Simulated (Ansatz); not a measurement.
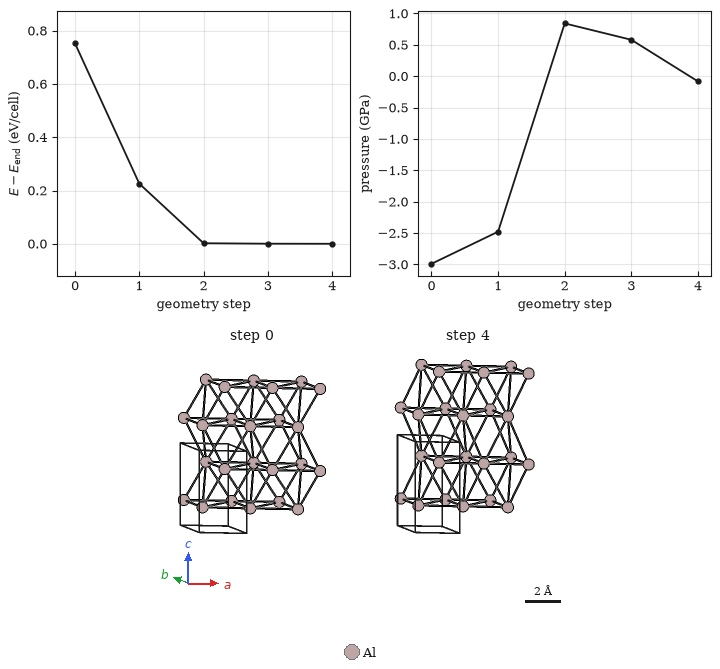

First and last geometry of a relaxation of a crystal of Al (set up in P6_3/mmc) (coarse preliminary run), with the history of the run. The picture is a ball-and-stick view of the cell of the calculation, repeated 3 × 2 × 2 with one cell outlined, seen slightly off an axis.

Case: as before, with the keys of group occ set back to the reference's.

Computed with DFT PBE, scalar-relativistic, plane waves, PAW in Ansatz.

Input file:
```yaml
crystal:
  lattice:
    - [2.8124553515, 0.0, 0.0]
    - [-1.4062276757, 2.4356577814, 0.0]
    - [0.0, 0.0, 4.86685]
  atoms:
    - { symbol: Al, position: [0.6666666667, 0.3333333333, 0.75] }
    - { symbol: Al, position: [0.3333333333, 0.6666666667, 0.25] }
basis:
  ecutwfc: 420
kpoints:
  mp_grid: { grid: [3, 3, 1] }
hamiltonian:
  xc: pbe
  dispersion: none
scf:
  occupations: { method: gaussian, width: 0.1 }
  max_iter: 82
output:
  forces: true
  stress: true
  eigenvalues: true
relax:
  adjacent_minimum: "off"
  f_tol: 0.006
  max_steps: 5
  cell: {}
```

Command:
```bash
ansatz run input.yaml --threads 1 --pin off --max-ram 1331MiB --backend cpu --events-out ev --progress --plain --runs-dir out
```

What do the curves and the structures tell?

The relaxation stopped without meeting its thresholds, so the last structure isn't shown to be converged. It used up its limit of 5 steps. Over 4 geometry steps the energy falls by 0.752 eV per cell of the calculation. All forces vanish by symmetry, so only the cell relaxes. The pressure goes from −2.99 to −0.08 GPa. The atoms keep their places relative to the cell (all moves are under 0.005 Å). The volume changes by −2.6 %, with a = b 2.812 → 2.638 Å (−6.2 %), c 4.867 → 5.387 Å (+10.7 %). Some distances before and after: Al1–Al1 2.812 → 2.638 Å, Al1–Al2 2.925 → 3.094 Å. The space group stays P6_3/mmc (No. 194). The run took about 2.8 core-seconds on a shared host.

Limits of the set-up: the k-point mesh is coarse for a cell with partly filled bands.
